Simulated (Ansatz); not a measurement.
## Single-point calculation, with input and output: Sr8Ti8O23 (part 2 of 2)

Continued. System: Sr8Ti8O23 (defect cell, 39 atoms in the cell). Method: DFT, HSE06, PAW, plane waves (Ansatz 0.2.0); cutoff 420 eV, 1×1×1 k-mesh, Fermi–Dirac smearing of 0.01 eV. 

**The program's output, continued**
```
SCF iter   1: F=—  HF=-61479.216539 eV  |F-HF|=—  |Δ(HF+E_count)|=         —  Δρ=1.97e-6  dr2=2.31e-8  ethr=1.10e-10  ⟨swp⟩=11.0  Hψ=533  notcnv=0
preconditioner: auto → none  [insulator: Δε(μ)=0.852 eV  Ē_g=14.440 eV  σ=0.010 eV  W_gap=1.00  n_scr=122 (ndim 8)  ℏωp=26.2 eV  f_vac=0.000  D(μ)=0.00/eV (n_scr^D=0)]
SCF iter   2: F=—  HF=-61479.216539 eV  |F-HF|=—  |Δ(HF+E_count)|=  3.20e-10  Δρ=1.49e-6  dr2=1.26e-8  ethr=6.90e-12  ⟨swp⟩=7.0  Hψ=471  notcnv=0
SCF iter   3: F=-61479.216539 eV  HF=-61479.216539 eV  |F-HF|=5.31e-10  |Δ(HF+E_count)|=   1.77e-9  Δρ=6.34e-7  dr2=7.34e-10  ethr=4.37e-12 (applied; sched 3.76e-12)  ⟨swp⟩=5.0  Hψ=380  notcnv=0  defer=3
SCF 4 converged in 3 iterations: F = -61479.216539 eV  dr2 = 7.34e-10
  Residual-converged pass: ⟨swp⟩=3.0  Hψ=405  notcnv=0  max |occ|·‖R‖ = 1.3e-6 eV (tolerance 1.7e-6 eV)  dr2=7.80e-10  dr2_onsite=3.12e-10  max |Δocc| = 0.0e0
```

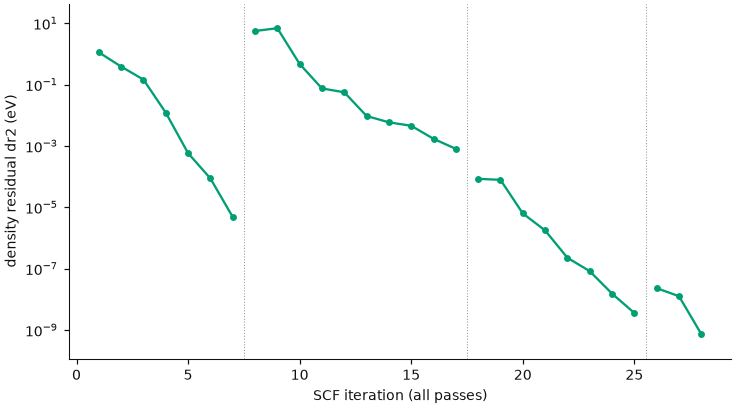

Fig. 1: Convergence of the self-consistent field: density residual dr2 against the SCF iteration. The run starts with a semilocal functional; after that each stretch between dotted lines is one SCF of the hybrid functional between two exact rebuilds of the exchange operator by the outer loop. Early passes are stopped at a loose threshold. The passes take 7, 10, 8 and 3 iterations.

```
hybrid outer 3: dexx = +3.927e-9 eV, tail = 2.09e-9 eV, Δε = 7.51e-5 eV (about 1.49e-5 eV left of the loop's levels), ΔF = 3.40e-4 eV/Å (tail 2.19e-4)
WARN: the filled states extend beyond the cell (their overlap across the Brillouin zone is 0.325, against 0 in a metal and nearly 1 for localised states). With one k-point a hybrid's gap, moments and forces can then be wrong. Use a denser k-mesh, or a larger cell for a defect
NSCF: frozen V_eff on 1 k-points
hybrid SCF converged: 3 outer / 23 inner (+7 warm-up), last move |dexx| = 3.93e-9 eV, tail = 2.09e-9 eV
Stability not checked: this state was not tested for a lower state beside it, because the functional holds exact exchange (a hybrid, or Hartree-Fock), whose exchange loop this test does not read (fock_operator; see scf.lower_state_search)
Free energy (F): -61479.216539 eV
Harris-Foulkes:  -61479.216539 eV  (|F-HF|=5.31e-10)
Internal energy: -61479.216539 eV  (E = F + TS)
E sigma→0 (E₀):  -61479.216539 eV
Fermi energy:    12.577652 eV
--- Per-component energies (eV) ---
  E_band       = -2319.903417
  E_kinetic    = 8238.313727
  E_local      = -19009.835717  (includes V_loc(G=0)·N_el)
  E_nonlocal   = 2688.529019
  E_hartree    = 6677.944948
  E_xc         = -3128.350946
  E_vxc        = -3576.448528  (∫ρ·V_xc dr)
  E_exx        = -955.424349  (= α·E_x^exact, valence–valence)
  E_paw        = -33381.494206  (= ΣΔE_a)
  E_vpaw       = -2105.560548  (= ΣTr[D̂ρ^β])
  E_aug_tail   = 0.056901  (compensation charges beyond the density's cutoff)
  E_ewald      = -22603.991121
  E_core_change = -4.964803  (= ΣΔE_core)
  E_smearing   = -0.000000  (= −TS)
  E_closure    = 0.000008  (closes the sum)
  Σ components = -61479.216539   (vs F -61479.216539, Δ=0.00e0)
--- Forces (eV/Å), atoms counted from 1 ---
  atom   1  Sr     0.07753800     0.07260139     0.00923861
  atom   2  Sr     0.17450302     0.18020767     0.00653351
  atom   3  Sr     0.08162998    -0.07907599    -0.00693998
  atom   4  Sr     0.16402081    -0.17895521    -0.00416614
  atom   5  Sr    -0.06381605     0.07578417     0.00119026
  atom   6  Sr    -0.15170435     0.16439756    -0.00655899
  atom   7  Sr    -0.05738853    -0.07046462    -0.00927626
  atom   8  Sr    -0.15830758    -0.16759968     0.01625944
  atom   9  Ti    -0.09300906    -0.02145365     0.54939068
  atom  10  Ti    -0.07595136     0.07778290    -0.54450199
  atom  11  Ti    -0.00421035    -0.02654867     0.03124332
  atom  12  Ti    -0.01610166     0.06542538    -0.04710771
  atom  13  Ti    -0.10798017     0.00662077     0.04298997
  atom  14  Ti    -0.05008402     0.00218788    -0.06867044
  atom  15  Ti    -0.01627081    -0.01956708     0.03069832
  atom  16  Ti    -0.01538844    -0.00682975    -0.05181560
  atom  17  O     -0.00500936    -0.00084869    -0.01040274
  atom  18  O      0.03330138    -0.04124064    -0.00298103
  atom  19  O     -0.06715971     0.01659191     0.01999885
  atom  20  O      0.03856239    -0.02193104     0.02687242
  atom  21  O     -0.09036259    -0.00710259     0.02187560
  atom  22  O     -0.04895608     0.00170816     0.02134916
  atom  23  O      0.05538487    -0.04888868     0.00458699
  atom  24  O     -0.16467590    -0.02411131    -0.09029963
  atom  25  O     -0.29648036     0.01937251     0.12171430
  atom  26  O     -0.02623310     0.02877827    -0.04889899
  atom  27  O     -0.02009298    -0.00182923     0.06195132
  atom  28  O      0.52211075     0.01871350    -0.12824364
  atom  29  O      0.39918967    -0.03202659     0.12207008
  atom  30  O      0.10118044    -0.03020619     0.02462948
  atom  31  O      0.08839045     0.05944980    -0.02534471
  atom  32  O      0.00219987    -0.26315131    -0.12762161
  atom  33  O     -0.04915366    -0.47420112     0.11101902
  atom  34  O     -0.04606812     0.43268070    -0.14044434
  atom  35  O      0.02012095     0.19937985     0.10739977
  atom  36  O     -0.07643871    -0.05307360    -0.00118888
  atom  37  O      0.01114858    -0.04954020    -0.00038572
  atom  38  O     -0.00971124     0.09349801    -0.03491772
  atom  39  O     -0.05872363     0.10345687     0.01875394
  max |Σ_I F_I| component: 8.51e-6 eV/Å
--- Band table (eV) ---
  k-point 0: bands = ["-51.7910", "-51.7866", "-51.5805", "-51.5646", "-51.5583", "-51.5313", "-50.8872", "-50.8125", "-26.4893", "-26.4627", "-26.4585", "-26.4534", "-26.4496", "-26.4336", "-26.2743", "-26.2666", "-26.2530", "-26.2514", "-26.2454", "-26.2348", "-26.2285", "-26.2236", "-26.2025", "-26.1913", "-26.1609", "-26.1495", "-25.7084", "-25.6659", "-25.6411", "-25.6251", "-25.6077", "-25.5922", "-25.5509", "-25.5063", "-25.4750", "-25.4129", "-25.3859", "-25.3713", "-25.3286", "-25.3027",
      "-10.2567", "-10.1469", "-10.0981", "-10.0089", "-9.7569", "-9.6734", "-9.6141", "-9.2962", "-9.2476", "-9.2263", "-9.1997", "-9.1707", "-9.1497", "-9.1315", "-9.0715", "-9.0400", "-9.0205", "-8.9726", "-8.9472", "-8.9107", "-8.8948", "-8.8491", "-8.8169", "-6.5021", "-6.4450", "-6.3931", "-6.3709", "-6.3339", "-6.3279", "-6.3042", "-6.2785", "-6.2365", "-6.2078", "-6.1844", "-6.1530", "-6.1353", "-6.1157", "-6.0649", "-6.0468", "-6.0211",
      "-6.0090", "-5.9575", "-5.9262", "-5.9100", "-5.8339", "-5.8068", "-5.7810", "4.0934", "4.1855", "4.2302", "4.3268", "4.3799", "4.4014", "4.4243", "4.5037", "4.5541", "4.5829", "4.6422", "4.6640", "4.7547", "4.7890", "4.8962", "4.9800", "5.1225", "5.1402", "5.2794", "5.3084", "5.3702", "5.4111", "5.5577", "5.5879", "5.6068", "5.6421", "5.6760", "5.7201", "5.7353", "5.7698", "5.8038", "5.8284", "5.8596",
      "5.8969", "5.9399", "5.9864", "6.1433", "6.2933", "6.3981", "6.5340", "6.5856", "6.8736", "6.9277", "6.9587", "7.1431", "7.1874", "7.3245", "7.4207", "7.4536", "7.4666", "7.4891", "7.5289", "7.5380", "7.5678", "7.6042", "7.6146", "7.6545", "7.7075", "7.7315", "7.8006", "7.8918", "7.9195", "8.0219", "8.1726", "8.3036", "8.4173", "8.4428", "8.5297", "8.5604", "12.1516", "13.0040", "13.0400", "13.1492",
      "13.2524", "13.3257", "13.4762", "14.1039", "14.1392", "14.1667", "14.2089", "14.2353", "14.2507", "14.3071", "14.3680", "14.4224", "14.5028", "14.5829", "14.7029", "14.7736", "14.8339", "15.0204", "15.0398", "15.1240", "15.2081", "15.6080", "15.6755", "15.7792", "15.8134", "15.9737", "16.2030", "16.5501", "16.6512", "16.7776", "16.8875", "17.0296", "17.4946", "17.5702", "17.5973", "17.6854"]
--- Löwdin populations: 39 sites ---
  site symbol       q [e]
     0     Sr      8.2619
     1     Sr      8.2937
     2     Sr      8.2620
     3     Sr      8.3060
     4     Sr      8.2605
     5     Sr      8.2884
     6     Sr      8.2616
     7     Sr      8.2847
     8     Ti     10.8612
     9     Ti     10.8433
    10     Ti     10.6393
    11     Ti     10.6375
    12     Ti     10.6371
    13     Ti     10.6416
    14     Ti     10.6289
    15     Ti     10.6279
    16      O      6.9174
    17      O      6.9517
    18      O      6.9318
    19      O      6.9552
    20      O      6.9333
    21      O      6.9468
    22      O      6.9458
    23      O      6.9321
    24      O      6.9461
    25      O      6.9447
    26      O      6.9499
    27      O      6.9201
    28      O      6.9422
    29      O      6.9443
    30      O      6.9436
    31      O      6.9417
    32      O      6.9244
    33      O      6.9328
    34      O      6.9312
    35      O      6.9438
    36      O      6.9452
    37      O      6.9454
    38      O      6.9432
  spilling = 0.008444 (of n_electrons = 314.000000)
```

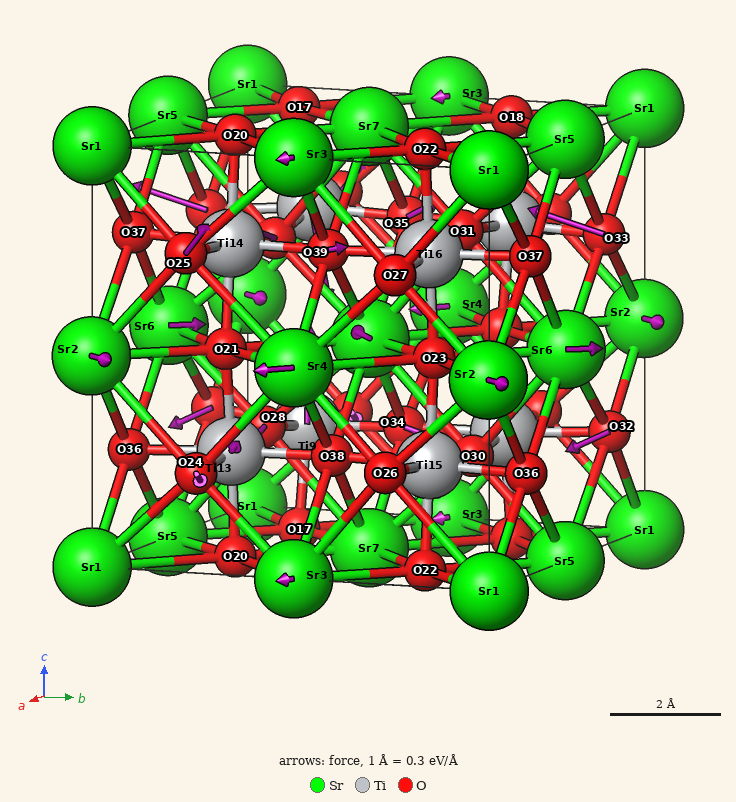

Fig. 2: Forces on the atoms as pink arrows (ball-and-stick view of the cell of the calculation, seen slightly off an axis; atoms are numbered from 1 in the order of the input); the smallest are left out. The largest act on Ti9, Ti10 (0.56 eV/Å); O28 (0.54 eV/Å); O33 (0.49 eV/Å); O34 (0.46 eV/Å), among others. 
